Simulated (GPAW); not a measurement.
## MnSi31 (Si64 Mn2 d5p92): which magnetic order is lowest

Does MnSi31 (Si64 Mn2 d5p92) prefer parallel or opposed moments, or none?

Calculated with GPAW 26.7.0; PBE; plane waves with GPAW's PAW setups, scalar-relativistic.

## (1) Starting point

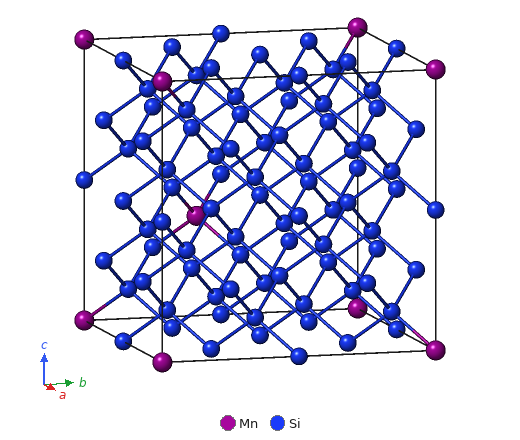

The starting structure, seen slightly off an axis (manganese purple, silicon blue). Bonds to atoms that aren't drawn are left out. Some periodic images of atoms are drawn too.

The cell holds 64 atoms: 2 Mn and 62 Si. Cell: a = 10.862 Å, b = 10.862 Å, c = 10.862 Å, α = 90.0°, β = 90.0°, γ = 90.0°. substitutional dopants on the host's lattice, its constants typed without a cited source, atoms not relaxed.

The cell is a made-up one and need not be a known phase.

## (2) Run 1 (ferro ++)

Parallel moments need no larger cell; this start tests for a ferromagnetic state only.

Contents of order1.py:

```python
import json
import numpy as np
from ase import Atoms
from ase.parallel import paropen, parprint
from gpaw import GPAW

atoms = Atoms(['Mn', 'Si', 'Si', 'Mn', 'Si', 'Si', 'Si', 'Si', 'Si', 'Si', 'Si', 'Si', 'Si', 'Si', 'Si', 'Si', 'Si', 'Si', 'Si', 'Si', 'Si', 'Si', 'Si', 'Si', 'Si', 'Si', 'Si', 'Si', 'Si', 'Si', 'Si', 'Si', 'Si', 'Si', 'Si', 'Si', 'Si', 'Si', 'Si', 'Si', 'Si', 'Si', 'Si', 'Si', 'Si', 'Si', 'Si', 'Si', 'Si', 'Si', 'Si', 'Si', 'Si', 'Si', 'Si', 'Si', 'Si', 'Si', 'Si', 'Si', 'Si', 'Si', 'Si', 'Si'],
    cell=[[10.862, 0.0, 0.0],
         [0.0, 10.862, 0.0],
         [0.0, 0.0, 10.862]],
    scaled_positions=[[0.0, 0.0, 0.0],
         [0.125, 0.125, 0.125],
         [0.0, 0.25, 0.25],
         [0.125, 0.375, 0.375],
         [0.25, 0.0, 0.25],
         [0.375, 0.125, 0.375],
         [0.25, 0.25, 0.0],
         [0.375, 0.375, 0.125],
         [0.0, 0.0, 0.5],
         [0.125, 0.125, 0.625],
         [0.0, 0.25, 0.75],
         [0.125, 0.375, 0.875],
         [0.25, 0.0, 0.75],
         [0.375, 0.125, 0.875],
         [0.25, 0.25, 0.5],
         [0.375, 0.375, 0.625],
         [0.0, 0.5, 0.0],
         [0.125, 0.625, 0.125],
         [0.0, 0.75, 0.25],
         [0.125, 0.875, 0.375],
         [0.25, 0.5, 0.25],
         [0.375, 0.625, 0.375],
         [0.25, 0.75, 0.0],
         [0.375, 0.875, 0.125],
         [0.0, 0.5, 0.5],
         [0.125, 0.625, 0.625],
         [0.0, 0.75, 0.75],
         [0.125, 0.875, 0.875],
         [0.25, 0.5, 0.75],
         [0.375, 0.625, 0.875],
         [0.25, 0.75, 0.5],
         [0.375, 0.875, 0.625],
         [0.5, 0.0, 0.0],
         [0.625, 0.125, 0.125],
         [0.5, 0.25, 0.25],
         [0.625, 0.375, 0.375],
         [0.75, 0.0, 0.25],
         [0.875, 0.125, 0.375],
         [0.75, 0.25, 0.0],
         [0.875, 0.375, 0.125],
         [0.5, 0.0, 0.5],
         [0.625, 0.125, 0.625],
         [0.5, 0.25, 0.75],
         [0.625, 0.375, 0.875],
         [0.75, 0.0, 0.75],
         [0.875, 0.125, 0.875],
         [0.75, 0.25, 0.5],
         [0.875, 0.375, 0.625],
         [0.5, 0.5, 0.0],
         [0.625, 0.625, 0.125],
         [0.5, 0.75, 0.25],
         [0.625, 0.875, 0.375],
         [0.75, 0.5, 0.25],
         [0.875, 0.625, 0.375],
         [0.75, 0.75, 0.0],
         [0.875, 0.875, 0.125],
         [0.5, 0.5, 0.5],
         [0.625, 0.625, 0.625],
         [0.5, 0.75, 0.75],
         [0.625, 0.875, 0.875],
         [0.75, 0.5, 0.75],
         [0.875, 0.625, 0.875],
         [0.75, 0.75, 0.5],
         [0.875, 0.875, 0.625]],
    pbc=True,
    magmoms=[4.5, 0.0, 0.0, 4.5, 0.0, 0.0, 0.0, 0.0, 0.0, 0.0, 0.0, 0.0, 0.0, 0.0, 0.0, 0.0, 0.0, 0.0, 0.0, 0.0, 0.0, 0.0, 0.0, 0.0, 0.0, 0.0, 0.0, 0.0, 0.0, 0.0, 0.0, 0.0, 0.0, 0.0, 0.0, 0.0, 0.0, 0.0, 0.0, 0.0, 0.0, 0.0, 0.0, 0.0, 0.0, 0.0, 0.0, 0.0, 0.0, 0.0, 0.0, 0.0, 0.0, 0.0, 0.0, 0.0, 0.0, 0.0, 0.0, 0.0, 0.0, 0.0, 0.0, 0.0])
atoms.calc = GPAW(mode={'name': 'pw', 'ecut': 450},
    xc='PBE',
    kpts={'size': (3, 3, 3), 'gamma': True},
    occupations={'name': 'fermi-dirac', 'width': 0.05},
    convergence={'density': 1e-05, 'energy': 1e-05},
    maxiter=200,
    mixer={'name': 'pulay', 'beta': 0.05, 'nmaxold': 6, 'weight': 50},
    symmetry={'tolerance': 1e-4},
    txt='order1.txt')
e = atoms.get_potential_energy(force_consistent=True)
res = {'free_energy': e, 'energy_sigma0': atoms.get_potential_energy(), 'fermi_energy': atoms.calc.get_fermi_level()}
res['moments'] = atoms.get_magnetic_moments().tolist()
res['total'] = atoms.get_magnetic_moment()
parprint('site moments (muB):', np.round(res['moments'], 3))
parprint(f"total moment: {res['total']:.3f} muB")
parprint(f'free energy: {e:.6f} eV')
atoms.calc.write('order1.gpw')
with paropen('results.json', 'w') as f:
    json.dump(res, f)
```

Launch:

```sh
OMP_NUM_THREADS=1 mpirun -n 8 gpaw python order1.py > order1.log
```

Numbers of over 12 decimals in the logs are rounded to 6 here.

Log:

```text
site moments (muB): [ 2.842e+00 -3.800e-02 -3.800e-02  2.842e+00  3.000e-03  5.000e-03
  3.000e-03  5.000e-03 -0.000e+00  3.000e-03  3.000e-03 -0.000e+00
  1.000e-03 -2.000e-03 -5.000e-02  4.000e-03 -0.000e+00  3.000e-03
  3.000e-03 -0.000e+00 -5.000e-02  4.000e-03  1.000e-03 -2.000e-03
 -4.600e-02  7.000e-03  7.000e-03 -4.600e-02 -2.000e-03 -2.000e-03
 -2.000e-03 -2.000e-03 -2.000e-03 -2.000e-03 -2.000e-03 -2.000e-03
  5.000e-03  3.000e-03  5.000e-03  3.000e-03 -3.000e-03 -2.000e-03
 -2.000e-03 -3.000e-03  4.000e-03 -5.000e-02 -2.000e-03  1.000e-03
 -3.000e-03 -2.000e-03 -2.000e-03 -3.000e-03 -2.000e-03  1.000e-03
  4.000e-03 -5.000e-02 -2.000e-03 -3.000e-03 -3.000e-03 -2.000e-03
 -2.000e-03 -2.000e-03 -2.000e-03 -2.000e-03]
total moment: 5.987 muB
free energy: -349.659577 eV

--- order1.txt ---
Input parameters:
  mode=PW(ecut=450),
  convergence={'density': 1e-05, 'energy': 1e-05},
  kpts=MonkhorstPack(size=(3, 3, 3), gamma=True),
  maxiter=200,
  mixer=Pulay(name='pulay', nmaxold=6, beta=0.05, weight=50, sigma=0.015, g_ss=None),
  occupations=Occupations(name='fermi-dirac', width=0.05),
  symmetry=Symmetry(tolerance=0.0001),
  xc=XC(name='PBE')

Diagonalizing LCAO Hamiltonian
Converting LCAO to pw mode
        .--------------------------.
       /|                          |
      / |  Si           Si         |
     /  |                          |
    /   |      Si            Si    |
   /  Si|           Si             |
  /    Si        Si  Si        Si  |
 *      |SiSi         Si Si        |
 | Si   |   Sii Si       SiSi      |
 |      |  Si Si        Si Si      |
 |   Si Si        Si Si            |
 |   Si |      Si  Si        Si    |
 |    Si|Si      Si Si Si      Si  |
 Si    Mn--Si--Si----Si--Si--------.
 |     / Si Si        Si Si       /
 | Si /      Si Si         Si    /
 |   Si       Si  Si       Si   /
 |  /   Si           Si        /
 | / Si  Si        Si  Si     /
 |/                          /
 Mn------------Si-----------*

Atoms  # Å, Bohr magnetons
|    | symbol |        x |        y |        z |    initial magnetic moments |
|----|--------|----------|----------|----------|-----------------------------|
|  0 |     Mn | 0.000000 | 0.000000 | 0.000000 | ( 0.0000,  0.0000,  4.5000) |
|  1 |     Si | 1.357750 | 1.357750 | 1.357750 | ( 0.0000,  0.0000,  0.0000) |
|  2 |     Si | 0.000000 | 2.715500 | 2.715500 | ( 0.0000,  0.0000,  0.0000) |
|  3 |     Mn | 1.357750 | 4.073250 | 4.073250 | ( 0.0000,  0.0000,  4.5000) |
|  4 |     Si | 2.715500 | 0.000000 | 2.715500 | ( 0.0000,  0.0000,  0.0000) |
|  5 |     Si | 4.073250 | 1.357750 | 4.073250 | ( 0.0000,  0.0000,  0.0000) |
|  6 |     Si | 2.715500 | 2.715500 | 0.000000 | ( 0.0000,  0.0000,  0.0000) |
|  7 |     Si | 4.073250 | 4.073250 | 1.357750 | ( 0.0000,  0.0000,  0.0000) |
|  8 |     Si | 0.000000 | 0.000000 | 5.431000 | ( 0.0000,  0.0000,  0.0000) |
|  9 |     Si | 1.357750 | 1.357750 | 6.788750 | ( 0.0000,  0.0000,  0.0000) |
| 10 |     Si | 0.000000 | 2.715500 | 8.146500 | ( 0.0000,  0.0000,  0.0000) |
| 11 |     Si | 1.357750 | 4.073250 | 9.504250 | ( 0.0000,  0.0000,  0.0000) |
| 12 |     Si | 2.715500 | 0.000000 | 8.146500 | ( 0.0000,  0.0000,  0.0000) |
| 13 |     Si | 4.073250 | 1.357750 | 9.504250 | ( 0.0000,  0.0000,  0.0000) |
| 14 |     Si | 2.715500 | 2.715500 | 5.431000 | ( 0.0000,  0.0000,  0.0000) |
| 15 |     Si | 4.073250 | 4.073250 | 6.788750 | ( 0.0000,  0.0000,  0.0000) |
| 16 |     Si | 0.000000 | 5.431000 | 0.000000 | ( 0.0000,  0.0000,  0.0000) |
| 17 |     Si | 1.357750 | 6.788750 | 1.357750 | ( 0.0000,  0.0000,  0.0000) |
[...]
| 54 |     Si | 8.146500 | 8.146500 | 0.000000 | ( 0.0000,  0.0000,  0.0000) |
| 55 |     Si | 9.504250 | 9.504250 | 1.357750 | ( 0.0000,  0.0000,  0.0000) |
| 56 |     Si | 5.431000 | 5.431000 | 5.431000 | ( 0.0000,  0.0000,  0.0000) |
| 57 |     Si | 6.788750 | 6.788750 | 6.788750 | ( 0.0000,  0.0000,  0.0000) |
| 58 |     Si | 5.431000 | 8.146500 | 8.146500 | ( 0.0000,  0.0000,  0.0000) |
| 59 |     Si | 6.788750 | 9.504250 | 9.504250 | ( 0.0000,  0.0000,  0.0000) |
| 60 |     Si | 8.146500 | 5.431000 | 8.146500 | ( 0.0000,  0.0000,  0.0000) |
| 61 |     Si | 9.504250 | 6.788750 | 9.504250 | ( 0.0000,  0.0000,  0.0000) |
| 62 |     Si | 8.146500 | 8.146500 | 5.431000 | ( 0.0000,  0.0000,  0.0000) |
| 63 |     Si | 9.504250 | 9.504250 | 6.788750 | ( 0.0000,  0.0000,  0.0000) |

Unit cell  # Å
| periodic |         x |         y |         z |   lengths |    angles |
|----------|-----------|-----------|-----------|-----------|-----------|
|      yes | 10.862000 |  0.000000 |  0.000000 | 10.862000 | 90.000000 |
|      yes |  0.000000 | 10.862000 |  0.000000 | 10.862000 | 90.000000 |
|      yes |  0.000000 |  0.000000 | 10.862000 | 10.862000 | 90.000000 |

Number of symmetries: 2

BZ-sampling:
  Number of BZ points: 27
  Number of IBZ points: 10

  Monkhorst-Pack size: [3, 3, 3]
  Monkhorst-Pack shift: [0, 0, 0]

K-points  # in reciprocal-cell coordinates
|   |                                coordinates |     weight |
|---|--------------------------------------------|------------|
| 0 | (  0.00000000,   0.00000000,   0.00000000) | 0.03703704 |
| 1 | (  0.00000000,   0.33333333,  -0.33333333) | 0.07407407 |
| 2 | (  0.00000000,   0.33333333,   0.00000000) | 0.14814815 |
| 3 | (  0.00000000,   0.33333333,   0.33333333) | 0.07407407 |
| 4 | (  0.33333333,  -0.33333333,  -0.33333333) | 0.07407407 |
| 5 | (  0.33333333,   0.00000000,  -0.33333333) | 0.14814815 |
| 6 | (  0.33333333,   0.00000000,   0.00000000) | 0.07407407 |
| 7 | (  0.33333333,   0.33333333,  -0.33333333) | 0.14814815 |
| 8 | (  0.33333333,   0.33333333,   0.00000000) | 0.14814815 |
| 9 | (  0.33333333,   0.33333333,   0.33333333) | 0.07407407 |

Plane wave coefficients: 27784
Cutoff: 450.000000 eV

Spin-components: 2 (collinear spins)
Bands:           177
Projectors:      322
Spin-degeneracy: 1
Datatype:        complex128

Parallelization:
  kpt:    4
  domain: 2
  band:   1

Density:
  Valence electrons: 278.0
  Components: 2
  Grid points: [54 54 54]
  Charge: 0.0  # |e|

Potential:
  Grid points: [54 54 54]

species:
  Mn:
    name:    Manganese
    Z:       25.0
    valence: 15
    core:    10
    charge:  0.0  # [|e|]
    compensation charges:
      type: gauss
      rc: 0.38  # [Å]
      lmax: 2
    cutoffs:
      filter: 2.14  # [Å]
      core: 0.86  # [Å]
    projectors
    | kind |    occ | energy [eV] | rcut [Å] |
    |------|--------|-------------|----------|
    |   3s |  2.000 |     -85.859 |    1.275 |
    |   4s |  2.000 |      -5.106 |    1.275 |
    |   3p |  6.000 |     -54.597 |    1.281 |
    |   4p |  0.000 |      -1.371 |    1.281 |
    |   3d |  5.000 |      -6.771 |    1.138 |
    |    d |        |      20.441 |    1.138 |

    Using partial waves for Mn as LCAO basis

  Si:
    name:    Silicon
    Z:       14.0
    valence: 4
    core:    10
    charge:  0.0  # [|e|]
    compensation charges:
      type: gauss
      rc: 0.33  # [Å]
      lmax: 2
    cutoffs:
      filter: 1.86  # [Å]
      core: 2.06  # [Å]
    projectors
    | kind |    occ | energy [eV] | rcut [Å] |
    |------|--------|-------------|----------|
    |   3s |  2.000 |     -10.812 |    1.058 |
    |   3p |  2.000 |      -4.081 |    1.058 |
    |    s |        |      16.399 |    1.058 |
    |    p |        |      23.130 |    1.058 |
    |    d |        |       0.000 |    1.058 |

    Using partial waves for Si as LCAO basis

Reference energy: -551981.519659  # eV

eigensolver:
  PPCG
  Converge bands: occupied
  niter=2

density mixing:
  Pulay-Mixer
  Linear mixing parameters: 0.05
  Old densities: 6
  Fourier metric: weight=50, sigma=0.015

occupation numbers:
  Fermi-Dirac:
    width: 0.0500  # eV

poisson solver:
  ecut: 3600.000000  # eV

xc functional:
  name: PBE with 2 nearest neighbor stencil

convergence criteria:
- Maximum integral of absolute [dens]ity change: 1e-05 electrons / valence electron
- Maximum [total energy] change in last 3 cyles: 1e-05 eV / valence electron
- Maximum integral of absolute [eigenst]ate change: 4e-08 eV^2 / valence electron
maximum number of iterations: 200

SCF iterations
|iter     |      energy | eigst |  dens |  magmom |
|---------|-------------|-------|-------|---------|
|iter:   1|       0s | -351.253138 | +0.22 |       |  +9.0230|
|iter:   2|      40s | -351.401728 | -1.03 | -0.82 |  +8.8697|
|iter:   3|      80s | -350.854210 | -2.17 | -0.85 |  +8.6212|
|iter:   4|     122s | -349.837442 | -1.14 | -0.89 |  +6.3060|
|iter:   5|     165s | -349.507244 | -2.14 | -1.63 |  +6.4786|
|iter:   6|     206s | -349.654058 | -2.94 | -1.66 |  +6.2076|
|iter:   7|     246s | -349.590798 | -3.05 | -1.76 |  +6.2063|
|iter:   8|     287s | -349.632074 | -3.04 | -1.94 |  +6.0149|
|iter:   9|     327s | -349.620828 | -3.83 | -2.15 |  +6.0095|
|iter:  10|     369s | -349.622883 | -3.61 | -2.31 |  +5.9927|
[... 14 iterations left out ...]
|iter:  25|     941s | -349.629258c| -7.93c| -4.03 |  +5.9872|
|iter:  26|     981s | -349.629266c| -7.18 | -4.06 |  +5.9876|
|iter:  27|    1001s | -349.629265c| -8.10c| -4.36 |  +5.9875|
|iter:  28|    1020s | -349.629265c| -7.60c| -4.38 |  +5.9873|
|iter:  29|    1040s | -349.629264c| -7.55c| -4.58 |  +5.9872|
|iter:  30|    1060s | -349.629264c| -7.92c| -4.71 |  +5.9872|
|iter:  31|    1080s | -349.629264c| -7.93c| -4.71 |  +5.9872|
|iter:  32|    1100s | -349.629263c| -7.88c| -4.84 |  +5.9872|
|iter:  33|    1120s | -349.629263c| -8.14c| -4.96 |  +5.9873|
|iter:  34|    1140s | -349.629263c| -8.35c| -5.04c|  +5.9873|

Converged in 34 steps
Energy contributions relative to reference atoms: (reference = -551981.519659)

Energy contributions:
  Kinetic:         489.036185
  Coulomb:        -429.167526
  Zero:             -0.391493
  External:          0.000000
  Xc:             -409.076116
  Entropy:          -0.060627
  Spinorbit:         0.000000
  ----------------------------
  Free energy:    -349.659577
  Extrapolated:   -349.629263

dipole moment: (-189.601550, -189.753518, -189.753518)  # |e|*Ang

Total magnetic moment: (0.000000, 0.000000, 5.987263)

Local magnetic moments
|        x |        y |         z |
|----------|----------|-----------|
| 0.000000 | 0.000000 |  2.841990 |  # Mn   0
| 0.000000 | 0.000000 | -0.037917 |  # Si   1
| 0.000000 | 0.000000 | -0.037917 |  # Si   2
| 0.000000 | 0.000000 |  2.841990 |  # Mn   3
| 0.000000 | 0.000000 |  0.002963 |  # Si   4
| 0.000000 | 0.000000 |  0.004827 |  # Si   5
| 0.000000 | 0.000000 |  0.002963 |  # Si   6
| 0.000000 | 0.000000 |  0.004827 |  # Si   7
| 0.000000 | 0.000000 | -0.000286 |  # Si   8
| 0.000000 | 0.000000 |  0.002648 |  # Si   9
| 0.000000 | 0.000000 |  0.002648 |  # Si  10
| 0.000000 | 0.000000 | -0.000286 |  # Si  11
| 0.000000 | 0.000000 |  0.001204 |  # Si  12
| 0.000000 | 0.000000 | -0.001578 |  # Si  13
| 0.000000 | 0.000000 | -0.049918 |  # Si  14
| 0.000000 | 0.000000 |  0.004273 |  # Si  15
[...]
| 0.000000 | 0.000000 |  0.004273 |  # Si  54
| 0.000000 | 0.000000 | -0.049918 |  # Si  55
| 0.000000 | 0.000000 | -0.001629 |  # Si  56
| 0.000000 | 0.000000 | -0.002527 |  # Si  57
| 0.000000 | 0.000000 | -0.002527 |  # Si  58
| 0.000000 | 0.000000 | -0.001629 |  # Si  59
| 0.000000 | 0.000000 | -0.002246 |  # Si  60
| 0.000000 | 0.000000 | -0.001656 |  # Si  61
| 0.000000 | 0.000000 | -0.002246 |  # Si  62
| 0.000000 | 0.000000 | -0.001656 |  # Si  63

Fermi level: 5.449
Eigenvalues  # (at kpt = [0.000, 0.000, 0.000])
| band index |      eig [eV] | occ [0-1] |      eig [eV] | occ [0-1] |
|------------|---------------|-----------|---------------|-----------|
|          0 |       -75.181 |     1.000 |       -72.053 |     1.000 |
|        ... |               |           |               |           |
|        131 |         4.040 |     1.000 |         4.274 |     1.000 |
|        132 |         4.071 |     1.000 |         4.369 |     1.000 |
|        133 |         4.087 |     1.000 |         4.990 |     1.000 |
|        134 |         4.117 |     1.000 |         5.004 |     1.000 |
|        135 |         4.154 |     1.000 |         5.047 |     1.000 |
|        136 |         4.252 |     1.000 |         5.654 |     0.016 |
|        137 |         4.764 |     1.000 |         5.654 |     0.016 |
|        138 |         4.777 |     1.000 |         5.670 |     0.012 |
|        139 |         4.942 |     1.000 |         5.795 |     0.001 |
|        140 |         5.119 |     0.999 |         6.004 |     0.000 |
|        141 |         5.663 |     0.014 |         6.116 |     0.000 |
|        142 |         5.667 |     0.013 |         6.146 |     0.000 |
|        143 |         6.039 |     0.000 |         6.286 |     0.000 |
|        144 |         6.072 |     0.000 |         6.318 |     0.000 |
|        145 |         6.097 |     0.000 |         6.410 |     0.000 |
|        ... |               |           |               |           |
|        176 |         8.144 |     0.000 |         8.200 |     0.000 |

No gap
No difference between direct/indirect transitions
```

Elapsed: 20 min, on 8 MPI ranks of Arm Neoverse V2, shared host; peak memory 6.1 GiB; 2.7 h of CPU time.

Spin moment in the augmentation sphere by element, in μB:

```
element  atoms   mean  spread (r.m.s.)  least  largest
     Mn      2   2.84             0.00   2.84     2.84
     Si     62  -0.01             0.02  -0.05     0.01
```

The atoms farthest from the mean of their element:

```
atom       x, y, z (Å)  spin moment in the augmentation sphere (μB)
Si15  2.72, 2.72, 5.43                                        -0.05
Si21  2.72, 5.43, 2.72                                        -0.05
Si56  9.50, 9.50, 1.36                                        -0.05
Si46  9.50, 1.36, 9.50                                        -0.05
Si25  0.00, 5.43, 5.43                                        -0.05
Si28  1.36, 9.50, 9.50                                        -0.05
 Si3  0.00, 2.72, 2.72                                        -0.04
 Si2  1.36, 1.36, 1.36                                        -0.04
```

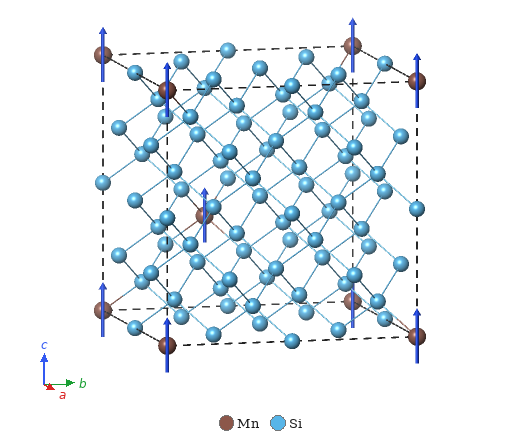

Spin moment in the augmentation sphere as arrows, the longest 2.84 μB. Up and down stand for the sign. Arrows give size and sign along the axis of quantisation, drawn up and down the page. Bonds to atoms that aren't drawn are left out. Some periodic images of atoms are drawn too.

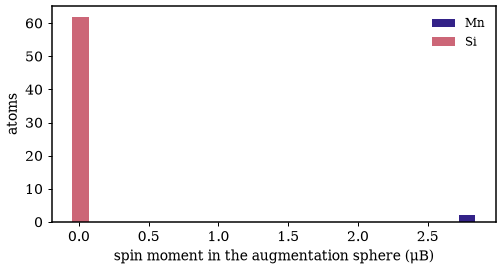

Spin moment in the augmentation sphere as a stacked histogram.

Read from the output:

* net moment: 5.987 μB
* final state: ferromagnetic

After 34 cycles the largest moment stands at 2.84 μB.

(Continued in part 2 of 2.)

[Logs and program files are shortened in this print: banners, set-up blocks, solver, clock and traceback lines can be left out without a mark of their own.]

[Logs are printed without paths, hosts, clocks, repeated set-up lines and the standing remarks that a program may print on its own settings, such as how far it seeks lower states.]

[Hosts, paths, dates, database ids (printed as entryN), source tags and the programs' standing remarks are cut or masked in the printed files.]

[Where a cell is said to come from a database of computed structures, the database is the Materials Project.]
